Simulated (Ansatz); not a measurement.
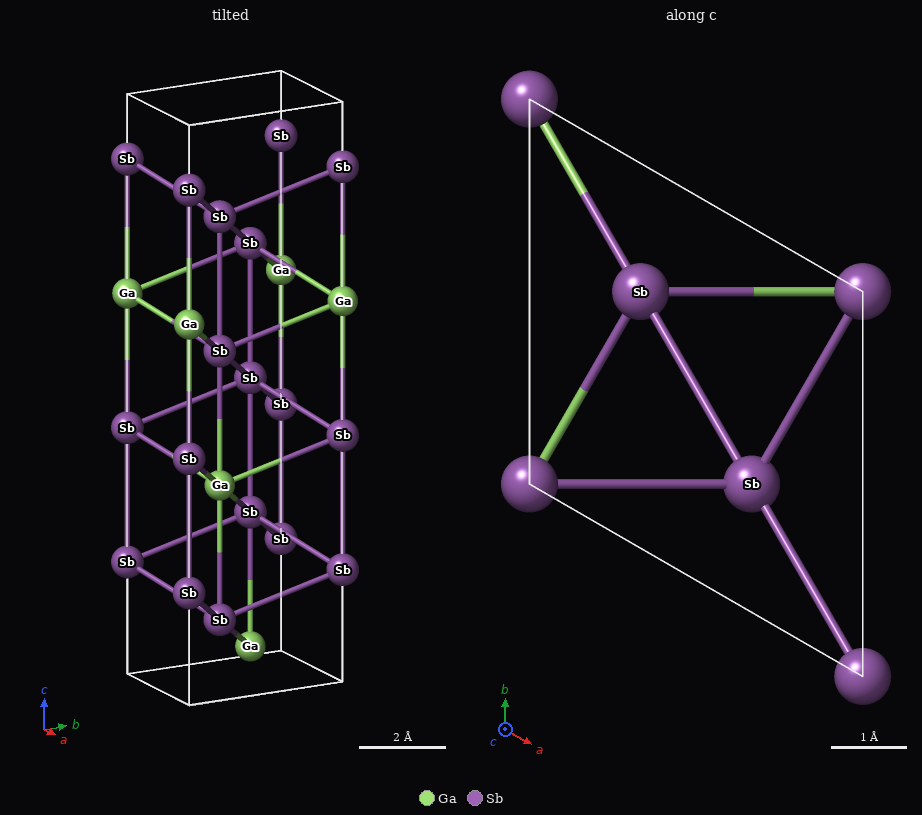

An orthographic ball-and-stick view of the structure, slightly off an axis and along the c axis. One conventional unit cell is outlined, and atoms on its boundary appear in each equivalent place.

In words:

Formula: GaSb₃. The lattice is primitive hexagonal and the space group P3m1 (No. 156). Cell content 3 Ga, 9 Sb; Z = 3. Ga takes three kinds of site: 1a with eight Sb in a cubic arrangement at about 3.2 Å; 1c with eight Sb in a cubic arrangement at about 3.2 Å; 1b with four Sb at about 3.2 Å. Counting atoms within bonding range gives coordination numbers of Sb 4 to 8 (mean 7.1). The bonds build GaSb3 layers parallel to (001).

The model was built from a structure listed in the Materials Project. The cell was then strained or its atoms displaced on purpose. It was the input of a calculation with Ansatz.
